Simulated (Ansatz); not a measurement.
C: single-point calculation

- system: C (slab, 2 atoms in the cell)
- method: DFT PBE+D3(BJ), scalar-relativistic, plane waves, PAW, PAW set soft_1, no spin polarisation (Ansatz 0.2.0)

The structure derives from an entry of the Crystallography Open Database. Figures and captions count atoms from 1; the log counts them from 0 in places.

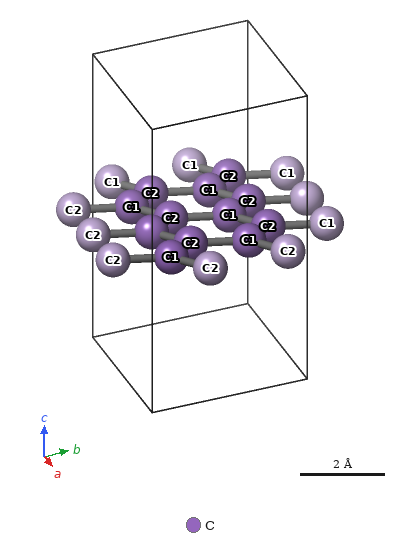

The input geometry (ball-and-stick view of the 3 × 2 repeat of the cell, with the vacuum cut short, seen slightly off an axis; neighbours outside the cell are drawn fainter; atoms are numbered from 1 in the order of the input). An atom can appear more than once, as a periodic image.

**Results in brief**

- outcome: converged
- electrons treated: 8
- free energy: −502.0482 eV
- work function, top face: 4.24 eV
- work function, bottom face: 4.24 eV
- Fermi energy: −4.240 eV
- gap on the k-point mesh: none (metallic)
- work function (upper face): 4.24 eV
- largest force (length of the vector): 0.020 eV/Å
- hardware: 1 thread of Arm Neoverse N1, 24 GiB of memory available, shared host
- wall time: 2.3 s
- peak memory: 0.3 GiB

**Input**
```yaml
crystal:
  lattice:
    - [2.4649574482, 0.0, 0.0]
    - [-1.2324787241, 2.1347157694, 0.0]
    - [0.0, 0.0, 26.0024170307]
  atoms:
    - { symbol: C, position: [0.6666666667, 0.3333333333, 0.4999767615] }
    - { symbol: C, position: [0.3333333333, 0.6666666667, 0.5000232385] }
  periodic: [true, true, false]
basis:
  ecutwfc: 420
kpoints:
  mp_grid: { grid: [9, 9, 1] }
hamiltonian:
  xc: pbe
  pseudopotentials: { kind: paw, azcp: { folder: soft_1 } }
  dispersion: d3bj
scf:
  occupations: { method: gaussian, width: 0.1 }
output:
  forces: true
  stress: true
  eigenvalues: true
```

Launched with:
```bash
ansatz run input.yaml --threads 1 --pin off --max-ram 3072MiB --backend cpu --events-out ev --progress --plain --runs-dir out
```

**Output**
```
Engine: ansatz 0.2.0, aarch64-unknown-linux-gnu
Pseudopotentials: kind: paw
Pseudopotential: C, paw, valence charge 4, recommended cutoff 420 eV (normal), [file]
Functional definition: PBE
  parameter kappa = 0.804
  parameter beta = 0.06672455060314922
  exchange = pbe_x(kappa = kappa, mu = beta*pi^2/3)
  correlation = pbe_c(beta = beta)
Crystal: 2 atoms, lattice volume = 136.824 Å³
Basis set: ecut = 420 eV, 2577 PW (Γ), exchange–correlation on 36×36×360 points (8 copies of the dense FFT grid, shifted against one another)
Bands: 8, of which v1, the nominal top of the filled ones, is band 4 counted from 1 (3 counted from 0)
Symmetry: 12 space group operations
Space group: P-3m1 (ITA 164), of the structure as read, at distance tolerance 5.2e-5 Å
k-points: 12 of 81
Non-local potential: C, projectors of the file, l = 0: 2, l = 1: 2, l = 2: 1
PAW form: soft (Blöchl's): semilocal exchange-correlation on the pseudo side does not see the compensation charge
PAW one-centre angular grid: C, 110 points (default); XC on 64 Gauss nodes
Initial density: superposition of atomic densities (neutral atoms: chi_scale 0, normalization atom)
Initial wavefunctions: pseudopotential atomic-orbital guess
Functional: x = pbe(κ = 0.804, μ = 0.2195149727645171), c = pbe(β = 0.06672455060314922)
SCF iter   1: F=—  HF=-503.213745 eV  |F-HF|=—  |Δ(HF+E_count)|=         —  Δρ=4.60e-2  dr2=2.65e0  ethr=3.10e-3  ⟨swp⟩=9.2  Hψ=1044  notcnv=0
preconditioner: auto → LDOS  [metal: Δε(μ)=0.000 eV  Ē_g=18.596 eV  σ=0.100 eV  W_gap=0.00  n_scr=14 (ndim 8)  ℏωp=9.0 eV  f_vac=0.817  D(μ)=0.56/eV (n_scr^D=6)  β→1.0]
SCF iter   2: F=—  HF=-501.964040 eV  |F-HF|=—  |Δ(HF+E_count)|=    1.25e0  Δρ=1.12e-2  dr2=6.37e-2  ethr=3.10e-3  ⟨swp⟩=3.7  Hψ=376  notcnv=0
SCF iter   3: F=—  HF=-502.047268 eV  |F-HF|=—  |Δ(HF+E_count)|=   8.32e-2  Δρ=1.52e-3  dr2=4.14e-3  ethr=7.96e-4  ⟨swp⟩=4.5  Hψ=353  notcnv=0
SCF iter   4: F=—  HF=-502.047937 eV  |F-HF|=—  |Δ(HF+E_count)|=   6.69e-4  Δρ=2.73e-4  dr2=7.07e-5  ethr=5.18e-5  ⟨swp⟩=3.3  Hψ=219  notcnv=0
SCF iter   5: F=—  HF=-502.048235 eV  |F-HF|=—  |Δ(HF+E_count)|=   2.98e-4  Δρ=2.33e-5  dr2=5.73e-7  ethr=8.84e-7  ⟨swp⟩=3.0  Hψ=198  notcnv=0
SCF iter   6: F=-502.048241 eV  HF=-502.048241 eV  |F-HF|=1.12e-7  |Δ(HF+E_count)|=   5.87e-6  Δρ=1.89e-6  dr2=2.80e-9  ethr=1.25e-9  ⟨swp⟩=14.4  Hψ=1054  notcnv=0
SCF 1 converged in 6 iterations: F = -502.048241 eV  dr2 = 2.80e-9
  greatest PAW one-centre occupation: 0.673 electrons in one spin orbital (limit 2), on the C atom at site 1 (counted from 0), in its partial waves of l = 0
SCF converged after 6 iterations
Free energy (F): -502.048241 eV
Harris-Foulkes:  -502.048241 eV  (|F-HF|=1.12e-7)
Internal energy: -502.045455 eV  (E = F + TS)
E sigma→0 (E₀):  -502.046848 eV
Entropy (-TS):   -0.002786 eV (-1.393 meV/atom)
Fermi energy:    -4.240461 eV
--- Per-component energies (eV) ---
  E_band       = -107.151736
  E_kinetic    = 176.978359
  E_local      = -6741.088910  (includes V_loc(G=0)·N_el)
  E_nonlocal   = 46.874809
  E_hartree    = 3270.674426
  E_xc         = -93.867787
  E_vxc        = -115.577894  (∫ρ·V_xc dr)
  E_paw        = -200.199125  (= ΣΔE_a)
  E_vpaw       = -15.684897  (= ΣTr[D̂ρ^β])
  E_aug_tail   = 0.000033  (compensation charges beyond the density's cutoff)
  E_ewald      = 3038.759890
  E_disp       = -0.177150  (pairwise vdW)
  E_smearing   = -0.002786  (= −TS)
  E_closure    = 0.000000  (closes the sum)
  Σ components = -502.048241   (vs F -502.048241, Δ=0.00e0)
--- Forces (eV/Å), atoms counted from 1 ---
  atom   1  C      0.00000000     0.00000000     0.02025211
  atom   2  C      0.00000000    -0.00000000    -0.02025211
  max |Σ_I F_I| component: 3.70e-17 eV/Å
--- 2D stress c σ (N/m, compression-positive) ---
        0.186113      -0.000000       0.000000
       -0.000000       0.186113       0.000000
        0.000000       0.000000       0.000000
  P = ½ c Tr σ = 0.1861 N/m
--- Band table (eV; the first three rows and the last of 12) ---
  k-point 0: bands = ["-23.7772", "-11.8720", "-7.2843", "-7.2843", "-0.9828 (-0.9829°)", "-0.2118 (-0.2202°)", "0.3812", "0.5759"]
  k-point 1: bands = ["-23.4860", "-11.5234", "-8.4014", "-7.8579", "-0.5866 (-0.5867°)", "0.1900 (0.1819°)", "0.7870", "0.9804"]
  k-point 2: bands = ["-22.6178", "-10.9532", "-10.4959", "-9.0160", "0.6006 (0.6006°)", "1.3891 (1.3824°)", "2.0044", "2.1904"]
  k-point 11: bands = ["-16.8520", "-16.8520", "-14.8200", "-4.2405", "-4.2405", "6.3778", "8.6357", "8.6357"]
  ° read free of the cell's end (the report's vacuum.weakly_bound_levels)
```

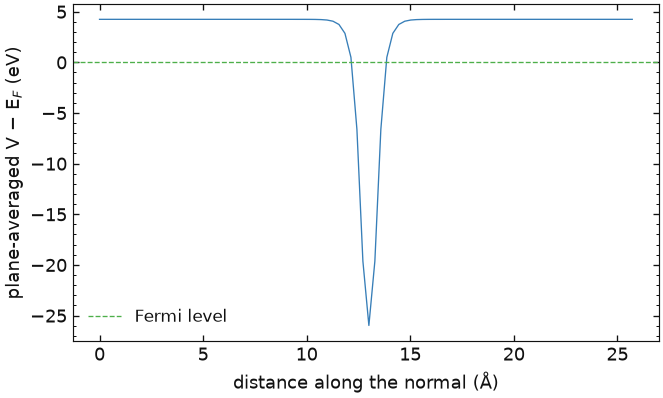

Plane average of the electrostatic potential energy of an electron across the cell, from the Fermi level. The vacuum level lies 4.24 eV above the Fermi level.
